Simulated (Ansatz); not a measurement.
**Nudged elastic band, with input and output: Zn₁₅S₁₆ (charge −2) (part 1 of 3)**

System: Zn₁₅S₁₆ (defect cell, 31 atoms in the cell, total charge −2).
Method: DFT PBEsol, scalar-relativistic, plane waves, PAW, no spin polarisation (Ansatz 0.2.0).

The structure derives from a Materials Project entry. It belongs to a series of runs on one base structure; here: climbing-image band for the jump of Zn by 3.67 A.

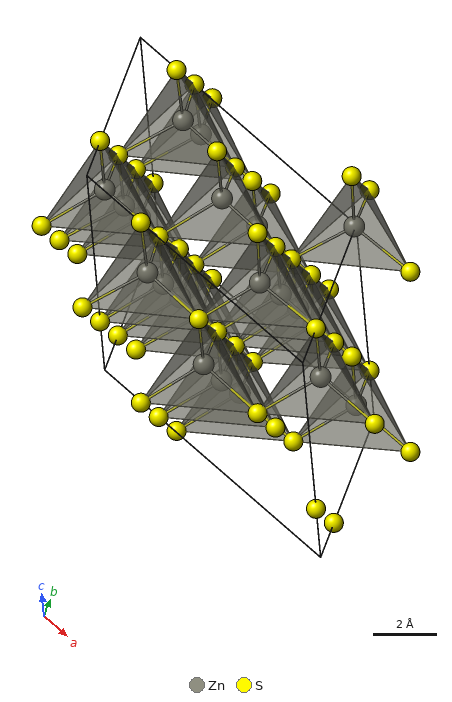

The starting structure (polyhedral view of the cell of the calculation, seen at an oblique angle; polyhedra are completed across the faces of the cell).

**Input**
```yaml
crystal:
  lattice:
    - [5.3560909598, 5.3560909598, -5.3560909598]
    - [-5.3560909598, -5.3560909598, -5.3560909598]
    - [-5.3560909598, 5.3560909598, 5.3560909598]
  atoms:
    - { symbol: Zn, position: [0.2596968982, 0.0016352972, 0.75] }
    - { symbol: Zn, position: [0.7516352972, 0.5096968982, 0.75] }
    - { symbol: Zn, position: [0.7403031018, -0.0096968982, 0.241938399] }
    - { symbol: Zn, position: [-0.008061601, 0.9903031018, -0.0096968982] }
    - { symbol: Zn, position: [0.2596968982, 0.75, 0.0016352972] }
    - { symbol: Zn, position: [0.5, 0.5096968982, 0.0016352972] }
    - { symbol: Zn, position: [0.7403031018, 0.241938399, -0.0096968982] }
    - { symbol: Zn, position: [0.0, 0.25, 0.75] }
    - { symbol: Zn, position: [0.5, 0.0016352972, 0.5096968982] }
    - { symbol: Zn, position: [0.7516352972, 0.75, 0.5096968982] }
    - { symbol: Zn, position: [0.0, 0.75, 0.25] }
    - { symbol: Zn, position: [0.2483647028, 0.4983647028, 0.258061601] }
    - { symbol: Zn, position: [0.5, 0.25, 0.25] }
    - { symbol: Zn, position: [0.008061601, 0.4983647028, 0.4983647028] }
    - { symbol: Zn, position: [0.2483647028, 0.258061601, 0.4983647028] }
    - { symbol: S, position: [0.2502974831, -0.0004040144, -0.0004040144] }
    - { symbol: S, position: [0.5, 0.75, -0.0095073845] }
    - { symbol: S, position: [0.7495959856, 0.5002974831, -0.0004040144] }
    - { symbol: S, position: [0.7495959856, -0.0004040144, 0.5002974831] }
    - { symbol: S, position: [-0.0007014976, -0.0002974831, 0.2492985024] }
    - { symbol: S, position: [0.2504040144, 0.75, 0.2507014976] }
    - { symbol: S, position: [0.5, 0.5004040144, 0.2507014976] }
    - { symbol: S, position: [0.7497025169, 0.2492985024, 0.2492985024] }
    - { symbol: S, position: [-0.0007014976, 0.2492985024, -0.0002974831] }
    - { symbol: S, position: [0.5, -0.0095073845, 0.75] }
    - { symbol: S, position: [0.7404926155, 0.75, 0.75] }
    - { symbol: S, position: [0.0007014976, 0.75, 0.5004040144] }
    - { symbol: S, position: [0.2595073845, 0.5095073845, 0.5095073845] }
    - { symbol: S, position: [0.5, 0.2507014976, 0.5004040144] }
    - { symbol: S, position: [0.0007014976, 0.5004040144, 0.75] }
    - { symbol: S, position: [0.2504040144, 0.2507014976, 0.75] }
total_charge: -2
basis:
  ecutwfc: 420
  xc_grid: 2
kpoints:
  mp_grid: { grid: [2, 2, 2], shift: [0.5, 0.5, 0.5] }
hamiltonian:
  xc: pbesol
scf:
  occupations: { method: gaussian, width: 0.02 }
output:
  forces: true
neb:
  images: 5
  f_tol: 0.05
  max_iterations: 70
  order_check: false
  final_atoms:
    - { symbol: Zn, position: [0.5016352877, -0.2403029117, 0.75] }
    - { symbol: Zn, position: [0.75, 0.5, 0.75] }
    - { symbol: Zn, position: [0.75, 0.0, 0.25] }
    - { symbol: Zn, position: [0.0096970883, 1.0, 0.0016352877] }
    - { symbol: Zn, position: [0.25, 0.7596970883, 0.0016352877] }
    - { symbol: Zn, position: [0.4903029117, 0.4919381994, -0.0096970883] }
    - { symbol: Zn, position: [0.7419381994, 0.2403029117, -0.0096970883] }
    - { symbol: Zn, position: [0.0096970883, 0.2516352877, 0.75] }
    - { symbol: Zn, position: [0.5016352877, 0.0, 0.5096970883] }
    - { symbol: Zn, position: [0.7580618006, 0.7483647123, 0.4983647123] }
    - { symbol: Zn, position: [-0.0016352877, 0.7483647123, 0.2580618006] }
    - { symbol: Zn, position: [0.25, 0.5, 0.25] }
    - { symbol: Zn, position: [0.4903029117, 0.2403029117, 0.2419381994] }
    - { symbol: Zn, position: [-0.0016352877, 0.5080618006, 0.4983647123] }
    - { symbol: Zn, position: [0.25, 0.2516352877, 0.5096970883] }
    - { symbol: S, position: [0.25, 0.0, -0.0095076941] }
    - { symbol: S, position: [0.499595935, 0.7502974234, -0.000404065] }
    - { symbol: S, position: [0.7492985116, 0.4992985116, -0.0002974234] }
    - { symbol: S, position: [0.7507014884, 0.0, 0.500404065] }
    - { symbol: S, position: [0.000404065, 0.0, 0.2507014884] }
    - { symbol: S, position: [0.25, 0.750404065, 0.2507014884] }
    - { symbol: S, position: [0.4997025766, 0.4992985116, 0.2492985116] }
    - { symbol: S, position: [0.7492985116, 0.2497025766, 0.2492985116] }
    - { symbol: S, position: [0.0002974234, 0.249595935, -0.000404065] }
    - { symbol: S, position: [0.4904923059, 0.0, 0.75] }
    - { symbol: S, position: [0.7507014884, 0.750404065, 0.75] }
    - { symbol: S, position: [0.0095076941, 0.7595076941, 0.5095076941] }
    - { symbol: S, position: [0.25, 0.5007014884, 0.500404065] }
    - { symbol: S, position: [0.499595935, 0.249595935, 0.5002974234] }
    - { symbol: S, position: [0.000404065, 0.5007014884, 0.75] }
    - { symbol: S, position: [0.25, 0.2404923059, 0.75] }
```

Machine: 8 threads of Intel Xeon @ 2.10GHz (Emerald Rapids), 189 GiB of memory available, shared host.

Launch command:
```bash
ansatz run input.yaml --threads 8 --pin off --max-ram 20480MiB --backend cpu --events-out ev --progress --plain --runs-dir out
```

**What the program printed**
```
Warning: neb: disabling space-group detection — the band's intermediate images generally break the endpoint symmetry, so no spatial operation reduces the k-mesh or symmetrises the density, except that a semilocal band can use its path's symmetry ahead of convergence; time reversal is kept, so that k and −k are solved as one point where they differ and the mesh holds both, and exact exchange and, on two spinor components, a DFT+U term hold to it where the run has them: on two components no moment then forms, and a state that bears one, which a typed moment (crystal.atoms[].spin; refused beside efield: under a hybrid functional) reaches, can lie lower, under hf by electronvolts; crystal.symmetry.detect: false (a key that needs symmetry detection or time reversal refuses this as the deck is read) with time_reversal: false beside it drops time reversal too
Engine: ansatz 0.2.0, x86_64-unknown-linux-gnu
Pseudopotentials: kind: paw
Pseudopotential: Zn, paw, valence charge 12, recommended cutoff 420 eV (normal), Zn.paw.azcp
Pseudopotential: S, paw, valence charge 6, recommended cutoff 420 eV (normal), S.paw.azcp
Functional definition: PBEsol
  exchange = pbesol_x
  correlation = pbesol_c
parallel-image band execution: 5 concurrent image workers
NEB image 0
Crystal: 31 atoms, lattice volume = 614.616 Å³
Basis set: ecut = 420 eV, 12017 PW (Γ), exchange–correlation on 128×128×128 points (8 copies of the dense FFT grid, shifted against one another)
Bands: 170, of which v1, the nominal top of the filled ones, is band 139 counted from 1 (138 counted from 0)
Symmetry: 1 space group operations
k-points: 4 of 8 (time reversal used)
Non-local potential: Zn, projectors of the file, l = 0: 2, l = 1: 2, l = 2: 3, l = 3: 1
Non-local potential: S, projectors of the file, l = 0: 2, l = 1: 2, l = 2: 2
PAW form: soft (Blöchl's): semilocal exchange-correlation on the pseudo side does not see the compensation charge
PAW frozen core: Zn, regenerated for the run's functional, and the local potential with it (the file was generated under x = pbe(κ = 0.804, μ = 0.2195149727645171), c = pbe(β = 0.06672455060314922))
PAW frozen core: S, regenerated for the run's functional, and the local potential with it (the file was generated under x = pbe(κ = 0.804, μ = 0.2195149727645171), c = pbe(β = 0.06672455060314922))
PAW one-centre angular grid: Zn, 590 points (default); XC on 64 Gauss nodes
PAW one-centre angular grid: S, 110 points (default); XC on 64 Gauss nodes
Initial density: superposition of atomic densities (neutral atoms scaled as one to the charged cell's electrons: chi_scale 0, normalization atom), corrected by the library's trained network
Initial wavefunctions: pseudopotential atomic-orbital guess
Functional: x = pbesol(κ = 0.804, μ = 0.12345679012345678), c = pbesol(β = 0.046)
SCF iter   1: F=—  HF=-63384.640446 eV  |F-HF|=—  |Δ(HF+E_count)|=         —  Δρ=3.63e-2  dr2=5.34e0  ethr=1.77e-3  ⟨swp⟩=6.2  Hψ=2918  notcnv=0  defer=29
preconditioner: auto → Resta (q_TF=auto, 2.390 Å⁻¹)  ε∞=7.2  [insulator: Δε(μ)=3.419 eV  Ē_g=10.053 eV  σ=0.020 eV  W_gap=1.00  n_scr=140 (ndim 8)  ℏωp=25.0 eV  f_vac=0.023  D(μ)=0.00/eV (n_scr^D=0)  ε∞_Penn≈7.2]
SCF iter   2: F=—  HF=-63383.196761 eV  |F-HF|=—  |Δ(HF+E_count)|=    1.44e0  Δρ=5.37e-3  dr2=1.80e-1  ethr=1.77e-3  ⟨swp⟩=2.0  Hψ=1307  notcnv=0  defer=93
SCF iter   3: F=—  HF=-63382.885681 eV  |F-HF|=—  |Δ(HF+E_count)|=   3.11e-1  Δρ=5.14e-3  dr2=2.15e-1  ethr=6.48e-5  ⟨swp⟩=2.0  Hψ=1307  notcnv=0  defer=93
SCF iter   4: F=—  HF=-63382.831880 eV  |F-HF|=—  |Δ(HF+E_count)|=   5.38e-2  Δρ=1.29e-3  dr2=2.34e-2  ethr=6.48e-5  ⟨swp⟩=2.0  Hψ=1110  notcnv=0  defer=93
SCF iter   5: F=—  HF=-63382.842327 eV  |F-HF|=—  |Δ(HF+E_count)|=   1.04e-2  Δρ=4.30e-4  dr2=1.82e-3  ethr=8.40e-6  ⟨swp⟩=2.0  Hψ=1300  notcnv=0  defer=93
SCF iter   6: F=—  HF=-63382.842675 eV  |F-HF|=—  |Δ(HF+E_count)|=   3.48e-4  Δρ=3.06e-4  dr2=4.63e-4  ethr=6.56e-7  ⟨swp⟩=2.0  Hψ=1095  notcnv=0  defer=93
SCF iter   7: F=—  HF=-63382.842578 eV  |F-HF|=—  |Δ(HF+E_count)|=   9.73e-5  Δρ=1.18e-4  dr2=8.44e-5  ethr=1.67e-7  ⟨swp⟩=2.0  Hψ=1079  notcnv=0  defer=93
SCF iter   8: F=—  HF=-63382.842617 eV  |F-HF|=—  |Δ(HF+E_count)|=   3.88e-5  Δρ=3.41e-5  dr2=7.01e-6  ethr=3.04e-8  ⟨swp⟩=2.0  Hψ=1095  notcnv=0  defer=93
SCF iter   9: F=—  HF=-63382.842620 eV  |F-HF|=—  |Δ(HF+E_count)|=   3.85e-6  Δρ=6.27e-6  dr2=3.21e-7  ethr=2.52e-9  ⟨swp⟩=2.0  Hψ=1104  notcnv=0  defer=93
SCF iter  10: F=-63382.842621 eV  HF=-63382.842621 eV  |F-HF|=5.61e-9  |Δ(HF+E_count)|=   2.39e-7  Δρ=2.00e-6  dr2=4.16e-8  ethr=3.60e-11  ⟨swp⟩=4.0  Hψ=2255  notcnv=0
SCF 1 converged in 10 iterations: F = -63382.842621 eV  dr2 = 4.16e-8
  greatest PAW one-centre occupation: 0.984 electrons in one spin orbital (limit 2), on the Zn atom at site 11 (counted from 0), in its partial waves of l = 2
NSCF: frozen V_eff on 4 k-points
NEB image 6
SCF iter   1: F=—  HF=-63384.640399 eV  |F-HF|=—  |Δ(HF+E_count)|=         —  Δρ=3.63e-2  dr2=5.34e0  ethr=1.77e-3  ⟨swp⟩=6.2  Hψ=2918  notcnv=0  defer=28
SCF iter   2: F=—  HF=-63383.196750 eV  |F-HF|=—  |Δ(HF+E_count)|=    1.44e0  Δρ=5.37e-3  dr2=1.80e-1  ethr=1.77e-3  ⟨swp⟩=2.0  Hψ=1307  notcnv=0  defer=93
SCF iter   3: F=—  HF=-63382.885670 eV  |F-HF|=—  |Δ(HF+E_count)|=   3.11e-1  Δρ=5.14e-3  dr2=2.15e-1  ethr=6.48e-5  ⟨swp⟩=2.0  Hψ=1307  notcnv=0  defer=93
SCF iter   4: F=—  HF=-63382.831861 eV  |F-HF|=—  |Δ(HF+E_count)|=   5.38e-2  Δρ=1.29e-3  dr2=2.34e-2  ethr=6.48e-5  ⟨swp⟩=2.0  Hψ=1110  notcnv=0  defer=93
SCF iter   5: F=—  HF=-63382.842321 eV  |F-HF|=—  |Δ(HF+E_count)|=   1.05e-2  Δρ=4.30e-4  dr2=1.83e-3  ethr=8.40e-6  ⟨swp⟩=2.0  Hψ=1300  notcnv=0  defer=93
SCF iter   6: F=—  HF=-63382.842677 eV  |F-HF|=—  |Δ(HF+E_count)|=   3.55e-4  Δρ=3.07e-4  dr2=4.65e-4  ethr=6.57e-7  ⟨swp⟩=2.0  Hψ=1095  notcnv=0  defer=93
SCF iter   7: F=—  HF=-63382.842580 eV  |F-HF|=—  |Δ(HF+E_count)|=   9.71e-5  Δρ=1.18e-4  dr2=8.42e-5  ethr=1.67e-7  ⟨swp⟩=2.0  Hψ=1079  notcnv=0  defer=93
SCF iter   8: F=—  HF=-63382.842617 eV  |F-HF|=—  |Δ(HF+E_count)|=   3.71e-5  Δρ=3.40e-5  dr2=6.97e-6  ethr=3.03e-8  ⟨swp⟩=2.0  Hψ=1095  notcnv=0  defer=93
SCF iter   9: F=—  HF=-63382.842621 eV  |F-HF|=—  |Δ(HF+E_count)|=   3.84e-6  Δρ=6.28e-6  dr2=3.20e-7  ethr=2.51e-9  ⟨swp⟩=2.0  Hψ=1104  notcnv=0  defer=93
SCF iter  10: F=-63382.842621 eV  HF=-63382.842621 eV  |F-HF|=5.44e-9  |Δ(HF+E_count)|=   2.38e-7  Δρ=2.00e-6  dr2=4.15e-8  ethr=3.60e-11  ⟨swp⟩=4.0  Hψ=2133  notcnv=0
SCF 2 converged in 10 iterations: F = -63382.842621 eV  dr2 = 4.15e-8
[... from here on the iterations of each SCF are left out, up to the last one ...]
NSCF: frozen V_eff on 4 k-points
NEB end point (image 0): max|allowed force component| = 9.075e-3 eV/Å (the criterion of neb.relax_end_points is 1.000e-2)
NEB end point (image 6): max|allowed force component| = 9.074e-3 eV/Å (the criterion of neb.relax_end_points is 1.000e-2)
NEB image 1
preconditioner: auto → Resta (q_TF=auto, 2.390 Å⁻¹)  ε∞=7.1  [insulator: Δε(μ)=3.338 eV  Ē_g=10.084 eV  σ=0.020 eV  W_gap=1.00  n_scr=140 (ndim 8)  ℏωp=25.0 eV  f_vac=0.023  D(μ)=0.00/eV (n_scr^D=0)  ε∞_Penn≈7.1]
SCF 3 converged in 11 iterations: F = -63380.498445 eV  dr2 = 5.52e-8
NEB image 2
preconditioner: auto → Resta (q_TF=auto, 2.390 Å⁻¹)  ε∞=7.0  [insulator: Δε(μ)=2.864 eV  Ē_g=10.166 eV  σ=0.020 eV  W_gap=1.00  n_scr=140 (ndim 8)  ℏωp=25.0 eV  f_vac=0.025  D(μ)=0.00/eV (n_scr^D=0)  ε∞_Penn≈7.0]
SCF 4 converged in 11 iterations: F = -63367.918882 eV  dr2 = 8.45e-8
NEB image 3
preconditioner: auto → Resta (q_TF=auto, 2.390 Å⁻¹)  ε∞=6.9  [insulator: Δε(μ)=1.639 eV  Ē_g=10.253 eV  σ=0.020 eV  W_gap=1.00  n_scr=140 (ndim 8)  ℏωp=25.0 eV  f_vac=0.025  D(μ)=0.00/eV (n_scr^D=0)  ε∞_Penn≈6.9]
SCF 5 converged in 12 iterations: F = -63354.858330 eV  dr2 = 2.38e-8
NEB image 4
SCF 6 converged in 11 iterations: F = -63367.918856 eV  dr2 = 8.50e-8
NEB image 5
SCF 7 converged in 11 iterations: F = -63380.498436 eV  dr2 = 5.58e-8
NEB iter   1: max|band force component| = 1.058e2 eV/Å  barrier→ = 27.9843 eV  barrier← = 27.9843 eV  Δτ_max = 0.1978 Å  (76 SCF iters)
NEB image 1
Initial density: handed on by an earlier stage of this run
Initial wavefunctions: those handed on with the density
preconditioner: auto → Resta (q_TF=auto, 2.390 Å⁻¹)  ε∞=6.5  [insulator: Δε(μ)=3.312 eV  Ē_g=10.652 eV  σ=0.020 eV  W_gap=1.00  n_scr=140 (ndim 8)  ℏωp=25.0 eV  f_vac=0.012  D(μ)=0.00/eV (n_scr^D=0)  ε∞_Penn≈6.5]
SCF 8 converged in 9 iterations: F = -63382.188102 eV  dr2 = 8.69e-8
NEB image 2
preconditioner: auto → Resta (q_TF=auto, 2.390 Å⁻¹)  ε∞=6.4  [insulator: Δε(μ)=2.692 eV  Ē_g=10.701 eV  σ=0.020 eV  W_gap=1.00  n_scr=140 (ndim 8)  ℏωp=25.0 eV  f_vac=0.013  D(μ)=0.00/eV (n_scr^D=0)  ε∞_Penn≈6.4]
SCF 9 converged in 10 iterations: F = -63379.781663 eV  dr2 = 7.96e-8
NEB image 3
preconditioner: auto → Resta (q_TF=auto, 2.390 Å⁻¹)  ε∞=6.4  [insulator: Δε(μ)=2.242 eV  Ē_g=10.758 eV  σ=0.020 eV  W_gap=1.00  n_scr=140 (ndim 8)  ℏωp=25.0 eV  f_vac=0.014  D(μ)=0.00/eV (n_scr^D=0)  ε∞_Penn≈6.4]
SCF 10 converged in 11 iterations: F = -63373.665375 eV  dr2 = 1.72e-8
NEB image 4
SCF 11 converged in 10 iterations: F = -63379.781659 eV  dr2 = 7.96e-8
NEB image 5
SCF 12 converged in 9 iterations: F = -63382.188101 eV  dr2 = 8.94e-8
NEB iter   2: max|band force component| = 3.773e1 eV/Å  barrier→ = 9.1772 eV  barrier← = 9.1772 eV  Δτ_max = 0.0927 Å  (49 SCF iters)
[... from here on the SCF iterations and repeated set-up lines of each step are left out, up to the last step ...]
NEB image 1
SCF 13 converged in 8 iterations: F = -63382.406642 eV  dr2 = 8.31e-8
NEB image 2
SCF 14 converged in 9 iterations: F = -63380.834180 eV  dr2 = 2.40e-8
NEB image 3
SCF 15 converged in 10 iterations: F = -63378.039575 eV  dr2 = 2.65e-8
NEB image 4
SCF 16 converged in 9 iterations: F = -63380.834178 eV  dr2 = 2.41e-8
NEB image 5
SCF 17 converged in 8 iterations: F = -63382.406641 eV  dr2 = 8.30e-8
NEB iter   3: max|band force component| = 1.948e1 eV/Å  barrier→ = 4.8030 eV  barrier← = 4.8030 eV  Δτ_max = 0.1167 Å  (44 SCF iters)
NEB image 1
SCF 18 converged in 8 iterations: F = -63382.491718 eV  dr2 = 3.34e-8
NEB image 2
SCF 19 converged in 9 iterations: F = -63381.614240 eV  dr2 = 3.79e-8
NEB image 3
SCF 20 converged in 9 iterations: F = -63380.271850 eV  dr2 = 7.96e-8
NEB image 4
SCF 21 converged in 9 iterations: F = -63381.614239 eV  dr2 = 3.75e-8
NEB image 5
SCF 22 converged in 8 iterations: F = -63382.491718 eV  dr2 = 3.23e-8
NEB iter   4: max|band force component| = 9.116e0 eV/Å  barrier→ = 2.5708 eV  barrier← = 2.5708 eV  Δτ_max = 0.1144 Å  (43 SCF iters)
NEB image 1
SCF 23 converged in 7 iterations: F = -63382.495794 eV  dr2 = 4.07e-8
```
